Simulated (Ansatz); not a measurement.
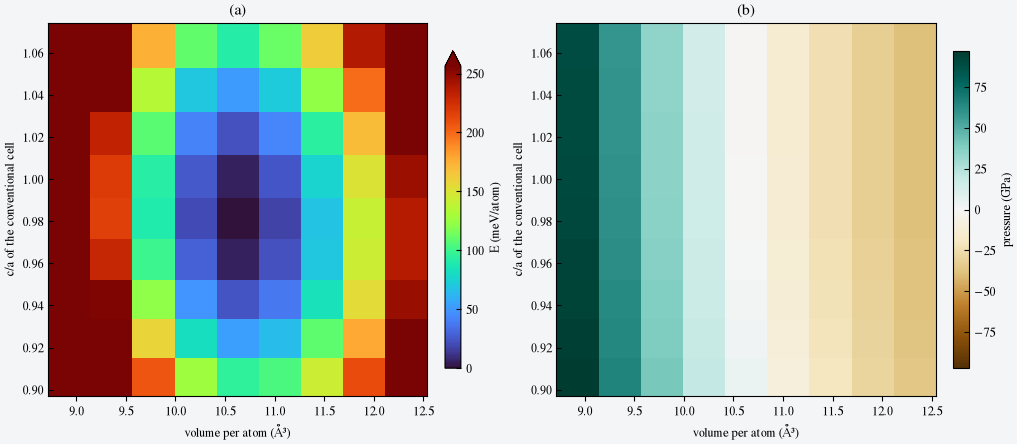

TaN (P-6m2, No. 187; 2 atoms in the cell). The energy is mapped over volume and the cell's shape. First axis: volume per atom. Second axis: c/a of the conventional cell. Nothing is relaxed (symmetry fixes all fractional coordinates). The grid has 9 × 9 points. Points are written as (first, second). Energies are in meV/atom, from the lowest grid point. Theory: DFT PBEsol, scalar-relativistic, plane waves, PAW in Ansatz. Settings: cutoff 520 eV, k-mesh 21×21×18 in the order of the run's cell vectors, gaussian smearing 0.15 eV, no spin polarisation.

Panel (a) is the energy; panel (b) is the computed pressure, in GPa.

The picture shows one coloured cell a grid point, one colour for all values above the top of the scale.

Q: How does the pressure vary over the map, and what is it at the lowest grid point?

A: It runs from −39 GPa at (12.33 Å³, 1.022) to 97 GPa at (8.93 Å³, 0.906). At the lowest grid point, (10.63 Å³, 0.982), it is 0 GPa. The pressure is minus the slope of the energy with volume, so it vanishes at the true minimum, which need not be a grid point.
